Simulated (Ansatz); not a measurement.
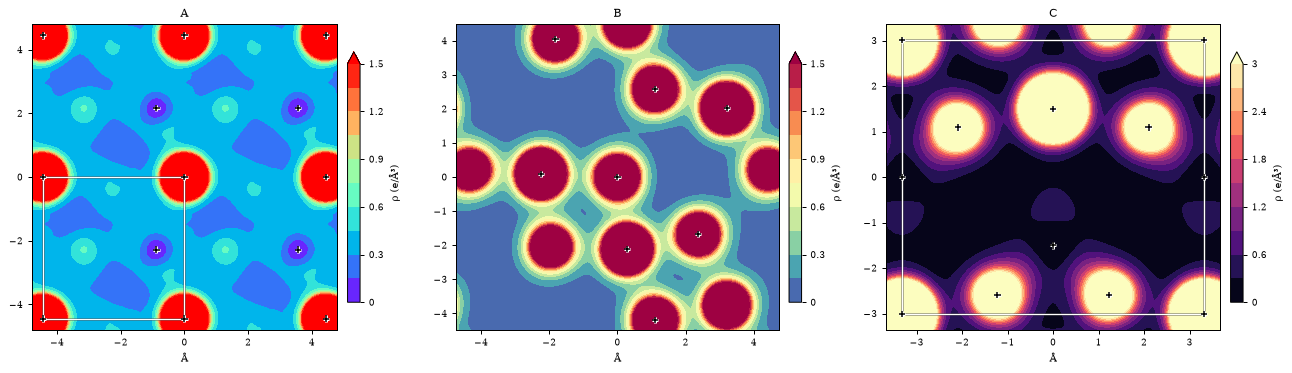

The valence pseudo-density of 3 systems, each on a plane through atoms (crosses mark nuclei in the plane).

All numbers below come from DFT PBE, scalar-relativistic, plane waves, PAW (Ansatz 0.2.0).

System 1: In2O3, the (100) plane of the calculation cell. Space group Ia-3.

```
In O
1.0
    -5.05850    5.05850    5.05850
     5.05850   -5.05850    5.05850
     5.05850    5.05850   -5.05850
In O
16 24
Direct
  0.50000 0.50000 0.50000
  0.50000 0.00000 0.00000
  0.00000 0.50000 0.00000
  0.00000 0.00000 0.50000
  0.25000 0.71630 0.46630
  0.75000 0.78370 0.03370
  0.46630 0.25000 0.71630
  0.03370 0.75000 0.78370
  0.71630 0.46630 0.25000
  0.78370 0.03370 0.75000
  0.75000 0.28370 0.53370
  0.25000 0.21630 0.96630
  0.53370 0.75000 0.28370
  0.96630 0.25000 0.21630
  0.28370 0.53370 0.75000
  0.21630 0.96630 0.25000
  0.53540 0.77080 0.54700
  0.72380 0.98840 0.95300
  0.96460 0.51160 0.23540
  0.77620 0.72920 0.26460
  0.54700 0.53540 0.77080
  0.95300 0.72380 0.98840
  0.23540 0.96460 0.51160
  0.26460 0.77620 0.72920
  0.77080 0.54700 0.53540
  0.98840 0.95300 0.72380
  0.51160 0.23540 0.96460
  0.72920 0.26460 0.77620
  0.46460 0.22920 0.45300
  0.27620 0.01160 0.04700
  0.03540 0.48840 0.76460
  0.22380 0.27080 0.73540
  0.45300 0.46460 0.22920
  0.04700 0.27620 0.01160
  0.76460 0.03540 0.48840
  0.73540 0.22380 0.27080
  0.22920 0.45300 0.46460
  0.01160 0.04700 0.27620
  0.48840 0.76460 0.03540
  0.27080 0.73540 0.22380
```

System 2: CoSi, the (100) plane of the conventional cell. Space group P2₁3; computed pressure about −2 GPa in this cell; computed without spin polarisation.

```
Co Si
1.0
     4.44500    0.00000    0.00000
     0.00000    4.44500    0.00000
     0.00000    0.00000    4.44500
Co Si
4 4
Cartesian
  0.6428 0.6428 0.6428
  1.5797 3.8022 2.8653
  2.8653 1.5797 3.8022
  3.8022 2.8653 1.5797
  3.7473 3.7473 3.7473
  2.9202 0.6977 1.5248
  1.5248 2.9202 0.6977
  0.6977 1.5248 2.9202
```

System 3: HfSiO4, the (100) plane of the conventional cell. Space group I4₁/amd.

```xyz
24
Lattice="6.6457 0.0000 0.0000 0.0000 6.6457 0.0000 0.0000 0.0000 6.0138" Properties=species:S:1:pos:R:3 pbc="T T T"
Hf    0.0000    3.3228    1.5034
Hf    3.3228    0.0000    4.5103
Hf    0.0000    0.0000    0.0000
Hf    3.3228    3.3228    3.0069
Si    3.3228    0.0000    1.5034
Si    0.0000    3.3228    4.5103
Si    0.0000    0.0000    3.0069
Si    3.3228    3.3228    0.0000
O     0.0000    5.4216    1.9179
O     3.3228    2.0988    4.9247
O     4.5469    0.0000    0.4144
O     1.2241    3.3228    3.4213
O     0.0000    1.2241    1.9179
O     3.3228    4.5469    4.9247
O     2.0988    0.0000    0.4144
O     5.4216    3.3228    3.4213
O     3.3228    1.2241    2.5925
O     0.0000    4.5469    5.5994
O     1.2241    0.0000    4.0959
O     4.5469    3.3228    1.0890
O     0.0000    2.0988    5.5994
O     3.3228    5.4216    2.5925
O     2.0988    3.3228    1.0890
O     5.4216    0.0000    4.0959
```

Q: Which map belongs to which system?

A: Panel A is system 2, CoSi: the plane holds Co and Si. Co–Si (2.34 Å): ρ at the midpoint is about 0.46 e/Å³. Panel B is system 1, In2O3: the plane holds In and O. In–O (2.13 Å): the density is about 0.54 e/Å³ at the midpoint. Panel C is system 3, HfSiO4: the plane holds Hf, Si and O. Si–O (1.64 Å): ρ is about 1.2 e/Å³ halfway.
